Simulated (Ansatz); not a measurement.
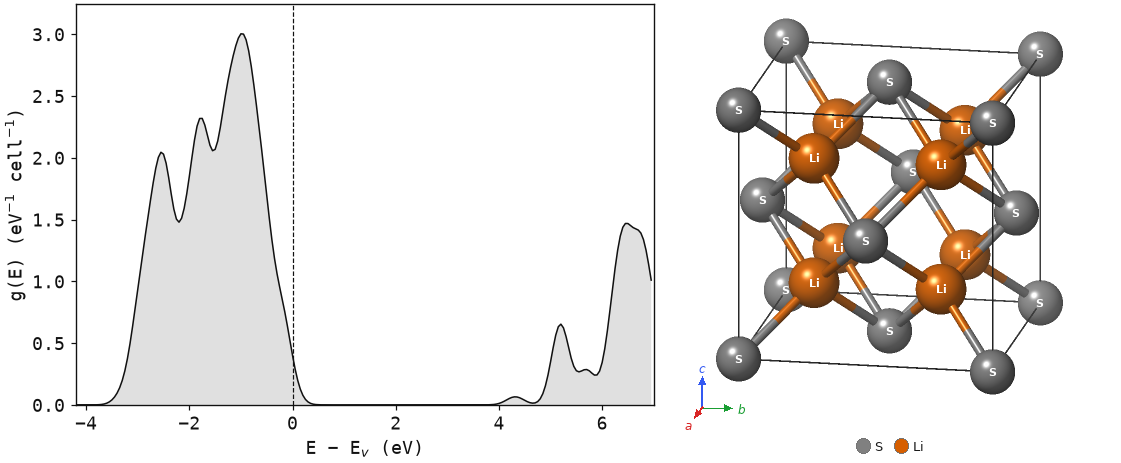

Density of states, beside the structure. Energies are counted from the top of the valence band. The curve is built from the levels of the k mesh with Gaussians 0.4 eV wide, which also blur the band edges.

This input was run:

```
crystal:
  lattice:
    - [0.0, 2.8168412732, 2.8168412732]
    - [2.8168412732, 0.0, 2.8168412732]
    - [2.8168412732, 2.8168412732, 0.0]
  atoms:
    - { symbol: S, position: [0.0, 0.0, 0.0] }
    - { symbol: Li, position: [0.25, 0.25, 0.25] }
    - { symbol: Li, position: [0.75, 0.75, 0.75] }
kpoints:
  mp_grid: { grid: [6, 6, 6] }
  band_path:
    path:
      - [0.0, 0.0, 0.0]
      - [0.5, 0.0, 0.5]
      - [0.625, 0.25, 0.625]
      - [0.375, 0.375, 0.75]
      - [0.5, 0.5, 0.5]
      - [0.5, 0.25, 0.75]
      - [0.0, 0.5, 0.5]
    npoints: 1
hamiltonian:
  xc: hse06
scf:
  occupations: { method: fixed }
  n_extra_bands: 4
output:
  forces: true
  stress: true
  eigenvalues: true
```

Command:
```bash
ansatz run input.yaml --threads 2 --pin off --max-ram 2211MiB --backend cpu --events-out ev --progress --plain --runs-dir out
```

Is there a gap at the Fermi level, and how wide?

Answer. There is a gap; over the k points computed it is 4.32 eV (indirect; the smallest direct gap is 5.51 eV).

Where is the tallest peak of the filled states in the window?

Answer. Within the window shown, the tallest peak of the filled states lies 1.0 eV under the valence-band top, at about 3 states per eV and cell.

How wide is the upper valence band?

Answer. The upper group of valence states starts about 3.3 eV under the valence-band top, with a gap beneath it; it holds about 6 electrons a cell.
